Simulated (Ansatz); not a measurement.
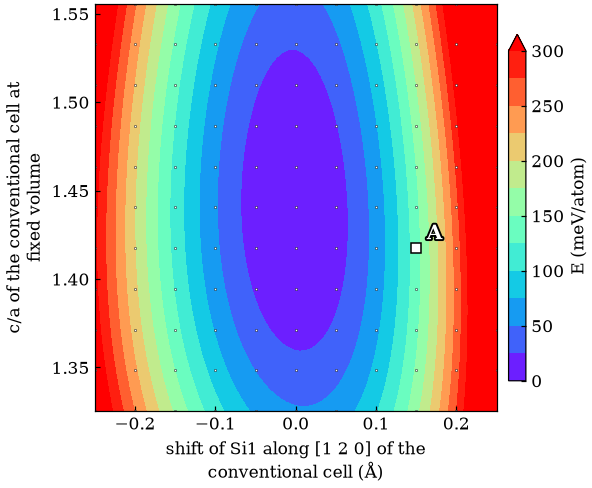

Si₂W (P6_222, No. 180; 9 atoms in the cell). The energy is mapped over a free internal coordinate and the cell. The first coordinate is: shift of Si1 along [1 2 0] of the conventional cell, Cartesian (0 1 0), its symmetry partners moved as symmetry demands (measured in the relaxed cell); the second: c/a of the conventional cell at fixed volume. Nothing is relaxed (all other coordinates fixed). The scan uses an 11 × 11 grid. Points are written as (first, second). Energies: meV/atom, counted from the lowest grid point. The band gap closes in part of the range. These are results of DFT PBE, scalar-relativistic, plane waves, PAW in Ansatz 0.2.0, not measurements. Settings: cutoff 420 eV, k-mesh 9×9×6 in the order of the run's cell vectors, gaussian smearing 0.03 eV, no spin polarisation.

In the figure: filled contours, dots at the grid points, one colour for all values above the top of the scale, the point A. Between grid points the surface is interpolated.

> Which way does the force act at A, and how strong is it?

A, at (0.15 Å, 1.417), is not a stationary point. The computed force is 2000 meV/atom for each Å towards smaller values of the first coordinate and 67 meV/atom for each unit towards smaller values of the second coordinate.

PAW datasets: the set soft_1.
